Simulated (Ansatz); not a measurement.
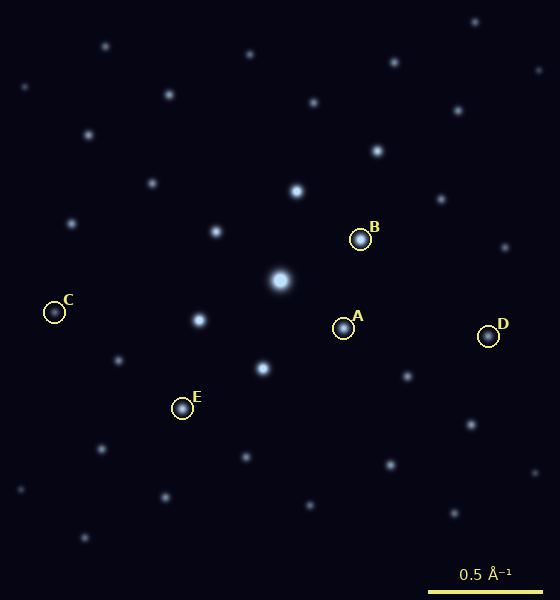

Kinematic zone-axis pattern, calculated for 200 keV electrons with B = 0.8 Å². The zone axis points towards the electron source and the pattern is seen from the source side.

Crystal: Sn, space group P6_3/mmc (No. 194), a = 3.286 Å, c = 5.468 Å (hexagonal axes). Structure: the input geometry of an electronic-structure calculation (not necessarily at equilibrium); the starting structure was generated, so it need not be a known form of this composition.

Spot A is indexed 0 -1 0 and spot B 1 -1 -1.

Question: Give hkl for C, D, E.

Answer: C = −A − 2B = -2 3 2 (d = 1.001 Å). D = 2A + B = 1 -3 -1 (d = 1.056 Å). E = A − 2B = -2 1 2 (d = 1.408 Å).

Question: Which zone axis is this?

Answer: The cross product of A and B is parallel to [101]; every spot obeys hu + kv + lw = 0.
